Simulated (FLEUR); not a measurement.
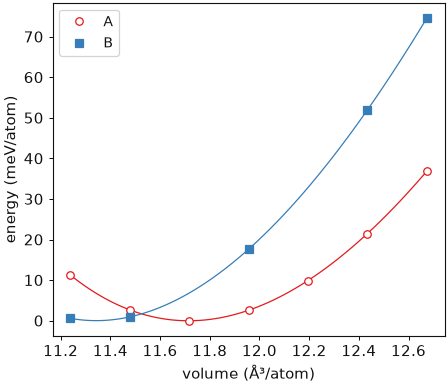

The figure compares two calculations of the energy against volume, each curve from its own zero. The first is for AlNi, space group Pm-3m (No. 221).

The cell holds 2 atoms.

Calculation (FLEUR MaX-R8.1 (later development tree)): all-electron LAPW DFT, collinear spins; energies at scaled volumes of the given cell, shape and fractions fixed, counted from the fit's minimum, third-order Birch-Murnaghan fit. Level: LDA, collinear spin.

- k mesh: 9×9×9
- occupations: Fermi–Dirac
- smearing width: 0.05 eV
- potentials: all electron
- program settings: basis FLAPW, kmax 4.92 1/bohr

In the second, the level changes from LDA to PBEsol.

Which of A and B is the second calculation, and what did the change do?

A. The equilibrium volume rises from 11.34 to 11.71 Å³/atom (+3.3 %) and the bulk modulus falls from 187 to 173 GPa (−7.5 %).

V0 and the bulk modulus come from third-order Birch–Murnaghan fits.
